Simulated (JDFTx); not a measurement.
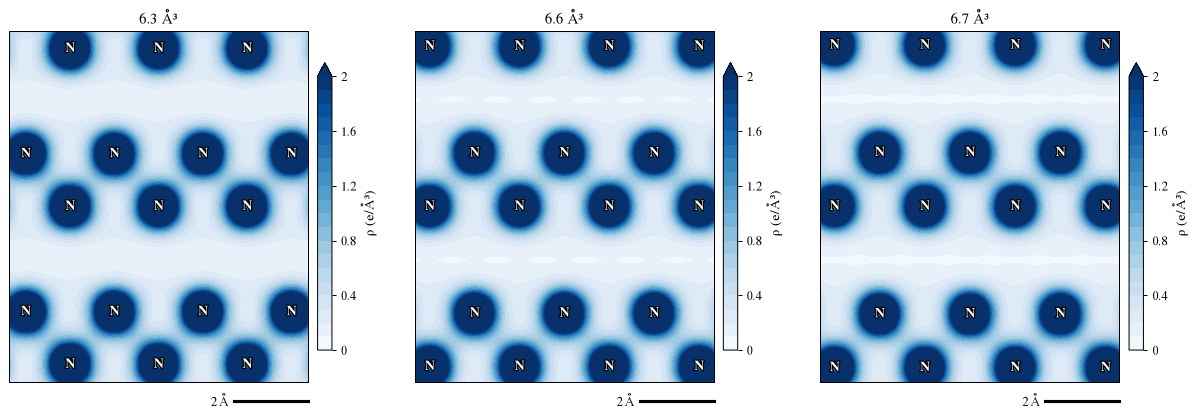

N. The valence pseudo-density of cells scaled evenly to different volumes (given per atom above each panel), on the (110) plane of each (indices in the axes of the cell below), at one length scale and on one colour scale.

A structure from a database of computed crystals, not necessarily the ambient phase.

Theory: Kohn-Sham DFT of a periodic cell, PBE, PseudoDojo-SR-PBE-0.5-standard (JDFTx 1.7.0 (patched build)).

In a pseudopotential calculation such maps are meaningful between the atoms, not at the nuclei.

The largest cell:

```cif
data_structure
_symmetry_space_group_name_H-M 'P 1'
_symmetry_Int_Tables_number 1
_cell_length_a 2.5362
_cell_length_b 2.5362
_cell_length_c 2.4622
_cell_angle_alpha 90.000
_cell_angle_beta 90.000
_cell_angle_gamma 120.000
_cell_volume 13.72
loop_
_atom_site_label
_atom_site_type_symbol
_atom_site_fract_x
_atom_site_fract_y
_atom_site_fract_z
_atom_site_occupancy
N1 N 0.33333 0.66667 0.75000 1
N2 N 0.66667 0.33333 0.25000 1
```

| volume (Å³/atom) | N–N contact in the plane (Å) | ρ at its midpoint (e/Å³) | pressure (GPa) | 
| --- | --- | --- | --- |
| 6.32 | 1.862 | 0.764 | 26.9 | 
| 6.45 | 1.875 | ? | ? | 
| 6.59 | 1.888 | 0.718 | 16.0 | 
| 6.72 | 1.900 | 0.697 | 11.3 | 
| 6.86 | 1.913 | 0.677 | 6.9 | 

What values belong in the row with question marks?

Over the known rows ln ρ falls by 2.38 per Å of N–N distance (a least-squares line), which gives 0.741 e/Å³ at 1.875 Å; the calculation gives 0.740 e/Å³. For the pressure, a straight line in volume between the neighbouring rows gives 21.7 GPa; the calculation gives 21.2, lower because pressure rises ever faster on compression.
